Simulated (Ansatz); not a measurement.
## Geometry relaxation, with input and output: GaSb (part 2 of 2)

GaSb (2 atoms in the cell); DFT, PBE, plane waves, PAW, no spin polarisation (Ansatz 0.2.0); cutoff 420 eV, 8×8×8 k-mesh, Fermi–Dirac smearing of 0.02 eV. The structure was built on a prototype by a generator.

Geometry of the input (Å; fractional positions):
```
0.0000  2.7696  2.7696
2.7696  0.0000  2.7696
2.7696  2.7696  0.0000
Ga 0.0000  0.0000  0.0000
Sb 0.5000  0.5000  0.5000
```

```
basis re-selected at this cell: Δ(F+E_penalty+E_count) = -1.530e-3 eV, ΔP = +0.007 GPa vs the last step (what re-selecting the basis moved, of the pressure what is left beyond the Pulay correction that the steps carried, after the strain that the cell walked since its last selection, with what the two solves' SCF thresholds leave and, on support functions, any second-order correction that the steps lacked; it is no measure of the basis error at this ecutwfc). The dense FFT grid was sized anew with the basis: this SCF ran on 30×30×30 points, the steps before it on 27×27×27, so part of this shift can come from that change (see relax.cell in the input reference). This SCF's stress stands 2.71e-2 GPa from its target on what of the cell is left free (relax.cell.stress_tol is 5.00e-2 GPa) and its largest allowed force component is 2.14e-29 eV/Å (relax.f_tol is 5.00e-3 eV/Å): within both
SCF converged after 7 iterations
Free energy (F): -10267.448099 eV
Harris-Foulkes:  -10267.448099 eV  (|F-HF|=7.28e-12)
Internal energy: -10267.447050 eV  (E = F + TS)
E sigma→0 (E₀):  -10267.447574 eV
Entropy (-TS):   -0.001049 eV (-0.524 meV/atom)
Fermi energy:    9.440200 eV
--- Per-component energies (eV) ---
  E_band       = -205.206738
  E_kinetic    = 321.436182
  E_local      = -3418.312395  (includes V_loc(G=0)·N_el)
  E_nonlocal   = 785.257618
  E_hartree    = 1581.384885
  E_xc         = -207.375794
  E_vxc        = -153.909364  (∫ρ·V_xc dr)
  E_paw        = -6562.243595  (= ΣΔE_a)
  E_vpaw       = -902.448400  (= ΣTr[D̂ρ^β])
  E_aug_tail   = -0.000131  (compensation charges beyond the density's cutoff)
  E_ewald      = -2767.593820
  E_smearing   = -0.001049  (= −TS)
  E_closure    = -0.000000  (closes the sum)
  Σ components = -10267.448099   (vs F -10267.448099, Δ=0.00e0)
--- Forces (eV/Å), atoms counted from 1 ---
  atom   1  Ga    -0.00000000     0.00000000     0.00000000
  atom   2  Sb     0.00000000    -0.00000000    -0.00000000
  max |Σ_I F_I| component: 4.13e-29 eV/Å
--- Stress (GPa, compression-positive) ---
       -0.027055       0.000000       0.000000
        0.000000      -0.027055      -0.000000
        0.000000      -0.000000      -0.027055
  P = ⅓ Tr σ = -0.0271 GPa (-0.271 kbar)
--- Band table (eV; the first three rows and the last of 29) ---
  k-point 0: bands = ["-19.2416", "-19.2416", "-19.2321", "-19.2321", "-19.2321", "-5.1779", "-5.1779", "-5.1606", "-5.1606", "-5.1606", "-2.1325", "9.2975", "9.7465", "9.7465", "9.7465", "15.7373", "15.7373", "15.7373"]
  k-point 1: bands = ["-19.2415", "-19.2415", "-19.2318", "-19.2312", "-19.2312", "-5.1807", "-5.1807", "-5.1609", "-5.1590", "-5.1590", "-1.9390", "7.4064", "9.7418", "9.7418", "11.1161", "14.7652", "14.7652", "15.0293"]
  k-point 2: bands = ["-19.2416", "-19.2416", "-19.2310", "-19.2289", "-19.2289", "-5.1882", "-5.1882", "-5.1619", "-5.1544", "-5.1544", "-1.3701", "5.2495", "9.7822", "9.7822", "11.7760", "13.3523", "13.3523", "13.9336"]
  k-point 28: bands = ["-19.2446", "-19.2388", "-19.2286", "-19.2286", "-19.2215", "-5.2341", "-5.1860", "-5.1563", "-5.1563", "-5.1386", "1.0775", "3.8553", "5.6462", "5.6462", "11.6674", "12.8735", "16.3561", "16.3561"]
--- Relaxed structure (3 steps of the walk, 3 accepted, 1 SCFs on fresh bases) ---
  F+E_penalty+E_count = -10267.44809854 eV   max|allowed force component| = 2.140e-29 eV/Å   (the final SCF, on the basis selected at the relaxed cell)
  cell:  # Å, volume = 48.9045 Å³
    - [1.0397743554627564e-33, 2.9025052391588217, 2.9025052391588217]
    - [2.9025052391588217, 1.0286282291407973e-33, 2.9025052391588217]
    - [2.9025052391588217, 2.9025052391588217, -2.0699948883638334e-35]
  atoms:
    - { symbol: Ga, position: [3.766668736334362e-35, -2.8974374894903453e-35, -4.056412485286562e-35] }
    - { symbol: Sb, position: [0.5, 0.5, 0.5] }
```

### File rho_z.tsv
```
# z_ang	rho[e/angstrom^3]
# format = ansatz-planar-average/11
# lattice	0.000000000	2.902505239	2.902505239
# lattice	2.902505239	0.000000000	2.902505239
# lattice	2.902505239	2.902505239	-0.000000000
# sites	2
# site	31	-0.000000000	-0.000000000	0.000000000
# site	51	2.902505239	2.902505239	2.902505239
0.000000	1.246871e0
0.136825	1.117476e0
0.273651	8.235654e-1
0.410476	5.394815e-1
0.547302	3.580832e-1
0.684127	2.712017e-1
0.820952	2.389685e-1
0.957778	2.345489e-1
1.094603	2.497401e-1
1.231429	2.883739e-1
1.368254	3.618630e-1
1.505080	4.826575e-1
1.641905	6.502685e-1
1.778730	8.369931e-1
1.915556	9.881571e-1
2.052381	1.046696e0
2.189207	9.881571e-1
2.326032	8.369931e-1
2.462857	6.502685e-1
2.599683	4.826575e-1
2.736508	3.618630e-1
2.873334	2.883739e-1
3.010159	2.497401e-1
3.146984	2.345489e-1
3.283810	2.389685e-1
3.420635	2.712017e-1
3.557461	3.580832e-1
3.694286	5.394815e-1
3.831111	8.235654e-1
3.967937	1.117476e0
```

### File v_z.tsv
```
# z_ang	v_es[eV]	v_tot[eV]
# format = ansatz-planar-average/11
# xc	pbe
# density_cutoff_ev	1680
# datasets	Ga=:simpson_from_first_knot:soft	Sb=:simpson_from_first_knot:soft
# lattice	0.000000000	2.902505239	2.902505239
# lattice	2.902505239	0.000000000	2.902505239
# lattice	2.902505239	2.902505239	-0.000000000
# sites	2
# site	31	-0.000000000	-0.000000000	0.000000000
# site	51	2.902505239	2.902505239	2.902505239
0.000000	6.430710e0	-3.354019e0
0.136825	6.458543e0	-3.314324e0
0.273651	6.539441e0	-3.194189e0
0.410476	6.662218e0	-3.002329e0
0.547302	6.805585e0	-2.765721e0
0.684127	6.917581e0	-2.560776e0
0.820952	6.930822e0	-2.500557e0
0.957778	6.807583e0	-2.650966e0
1.094603	6.531958e0	-3.026676e0
1.231429	6.106582e0	-3.625168e0
1.368254	5.610100e0	-4.358528e0
1.505080	5.155872e0	-5.073174e0
1.641905	4.791115e0	-5.674720e0
1.778730	4.528671e0	-6.119821e0
1.915556	4.371686e0	-6.390156e0
2.052381	4.319626e0	-6.480399e0
2.189207	4.371686e0	-6.390156e0
2.326032	4.528671e0	-6.119821e0
2.462857	4.791115e0	-5.674720e0
2.599683	5.155872e0	-5.073174e0
2.736508	5.610100e0	-4.358528e0
2.873334	6.106582e0	-3.625168e0
3.010159	6.531958e0	-3.026676e0
3.146984	6.807583e0	-2.650966e0
3.283810	6.930822e0	-2.500557e0
3.420635	6.917581e0	-2.560776e0
3.557461	6.805585e0	-2.765721e0
3.694286	6.662218e0	-3.002329e0
3.831111	6.539441e0	-3.194189e0
3.967937	6.458543e0	-3.314324e0
```

### Trajectory as extended XYZ (Å, eV, eV/Å), 4 frames, from step=1 to step=4
```
2
Lattice="0.0000 2.7696 2.7696 2.7696 0.0000 2.7696 2.7696 2.7696 0.0000" Properties=species:S:1:pos:R:3:forces:R:3 step=1 energy=-10267.26153 pressure_GPa=10.82
Ga    0.0000    0.0000    0.0000    0.0000   0.0000   0.0000
Sb    2.7696    2.7696    2.7696    0.0000   0.0000   0.0000
2
Lattice="0.0000 2.9046 2.9046 2.9046 0.0000 2.9046 2.9046 2.9046 0.0000" Properties=species:S:1:pos:R:3:forces:R:3 step=2 energy=-10267.44648 pressure_GPa=-0.16
Ga    0.0000    0.0000    0.0000    0.0000   0.0000   0.0000
Sb    2.9046    2.9046    2.9046    0.0000   0.0000   0.0000
2
Lattice="0.0000 2.9025 2.9025 2.9025 0.0000 2.9025 2.9025 2.9025 0.0000" Properties=species:S:1:pos:R:3:forces:R:3 step=3 energy=-10267.44657 pressure_GPa=-0.03
Ga    0.0000    0.0000    0.0000    0.0000   0.0000   0.0000
Sb    2.9025    2.9025    2.9025    0.0000   0.0000   0.0000
2
Lattice="0.0000 2.9025 2.9025 2.9025 0.0000 2.9025 2.9025 2.9025 0.0000" Properties=species:S:1:pos:R:3:forces:R:3 step=4 energy=-10267.44810 pressure_GPa=-0.03
Ga    0.0000    0.0000    0.0000    0.0000   0.0000   0.0000
Sb    2.9025    2.9025    2.9025    0.0000   0.0000   0.0000
```

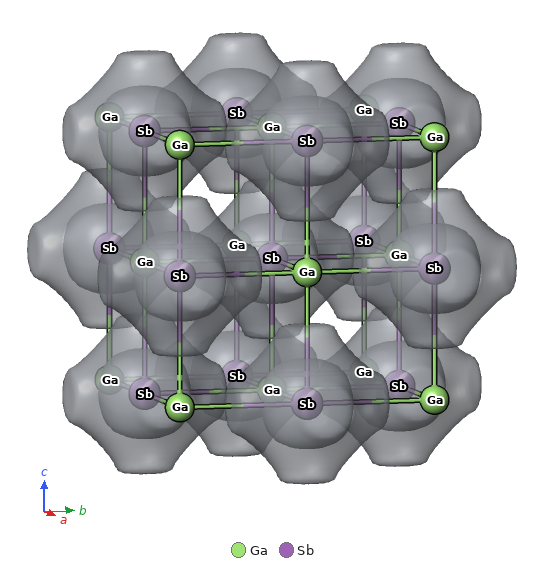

Isosurface of the electron localisation function at 0.4 (grey), seen slightly off an axis. Core shells and regions of very low density are left out. Sticks mark near contacts. The outline is the cell set on symmetry axes. Values along the shortest contacts: Ga–Sb (2.90 Å): the ELF is about 0.55 at the midpoint. Core electrons are frozen (PAW), so the fields are smoothed inside the atomic spheres.

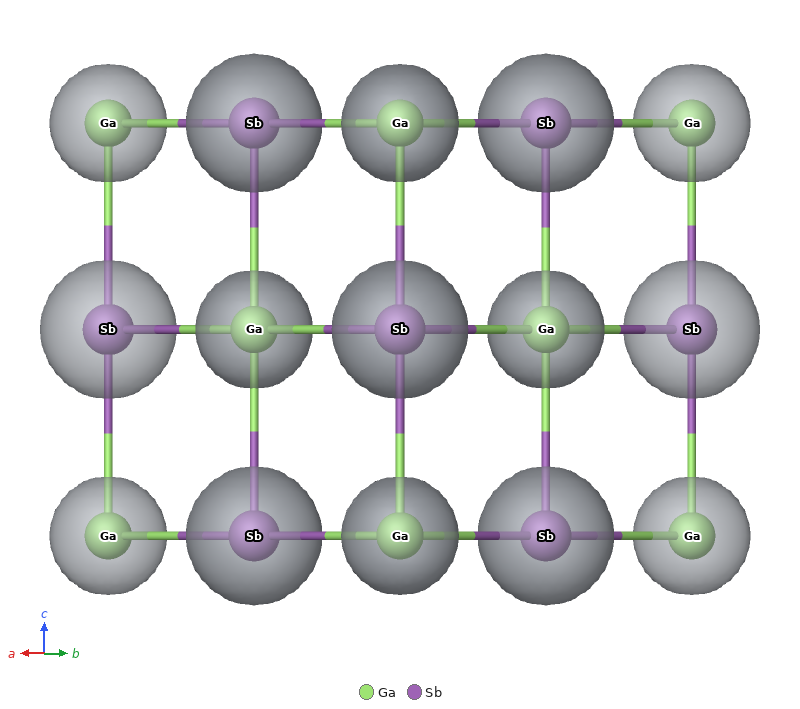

Isosurface of the valence charge density (pseudo) at 0.6 e/Å³ (grey), seen along [110]. Sticks mark near contacts. The outline is the cell set on symmetry axes. At this value the density breaks into separate islands; it holds about 70 % of the electrons treated as valence (semicore included). It is pinched off along the Ga–Sb (2.90 Å) contacts. On the grid the lowest density along these lines, outside the cores, is 0.25 e/Å³ (Ga–Sb, 2.90 Å).

### Summary

| quantity | value |
| --- | --- |
| outcome | converged |
| space group (tolerance 0.01 Å) | Fm-3m (225) |
| electrons treated | 28 |
| free energy | −10267.4481 eV |
| Fermi energy | 9.440 eV |
| band gap | none (metallic) |
| pressure | −0.03 GPa |
| final volume | 48.90 Å³ |
| largest force (length of the vector) at the end | under 0.001 eV/Å |
| final cell | a = 4.105 Å, b = 4.105 Å, c = 4.105 Å, α = 60.00°, β = 60.00°, γ = 60.00° |
| wall time | 3.9 s (CPU time 7.3 s) |
| peak memory | 0.35 GiB |
